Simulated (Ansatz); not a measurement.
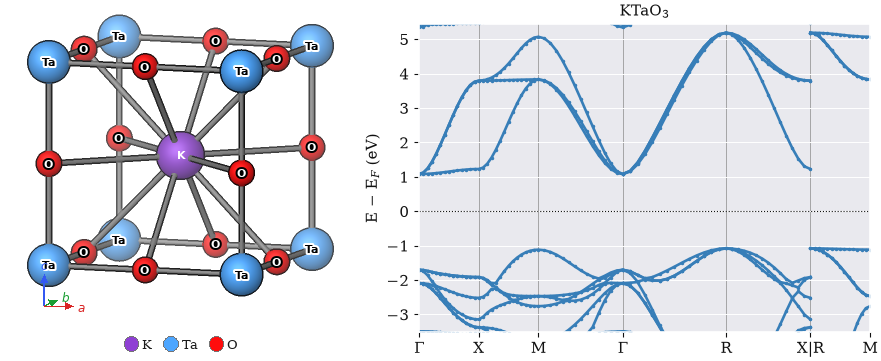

Band structure, beside the structure. Energies are counted from the Fermi level.

The Ansatz input:

```
crystal:
  lattice:
    - [4.0243806572, 0.0, 0.0]
    - [0.0, 4.0243806572, 0.0]
    - [0.0, 0.0, 4.0243806572]
  atoms:
    - { symbol: K, position: [0.5, 0.5, 0.5] }
    - { symbol: Ta, position: [0.0, 0.0, 0.0] }
    - { symbol: O, position: [0.5, 0.0, 0.0] }
    - { symbol: O, position: [0.0, 0.5, 0.0] }
    - { symbol: O, position: [0.0, 0.0, 0.5] }
basis:
  ecutwfc: 420
kpoints:
  mp_grid: { grid: [8, 8, 8] }
  band_path:
    path:
      - [[0.0, 0.0, 0.0], [0.0, 0.5, 0.0], [0.5, 0.5, 0.0], [0.0, 0.0, 0.0], [0.5, 0.5, 0.5], [0.0, 0.5, 0.0]]
      - [[0.5, 0.5, 0.5], [0.5, 0.5, 0.0]]
    npoints: 14
hamiltonian:
  xc: pbe
scf:
  occupations: { method: gaussian, width: 0.02 }
  n_extra_bands: 12
output:
  forces: true
  stress: true
  eigenvalues: true
  populations: true
  dos: { projected: true, de: 0.02, nscf_kmesh: { grid: [12, 12, 12] } }
  bader: true
  write_density: true
  write_potential: true
  elf: true
  volumetric_format: npy
```

Run as:
```bash
ansatz run input.yaml --threads 1 --pin off --max-ram 2560MiB --backend cpu --events-out ev --progress --plain --runs-dir out
```

Q: Metal, semiconductor or insulator, and what is the gap?

A: The bands leave a gap. The gap along this path is 2.16 eV and indirect, from the valence-band top at R to the conduction-band bottom at Γ; the smallest direct gap is 2.78 eV, at Γ.

Spin-orbit coupling is left out, which matters for Ta.
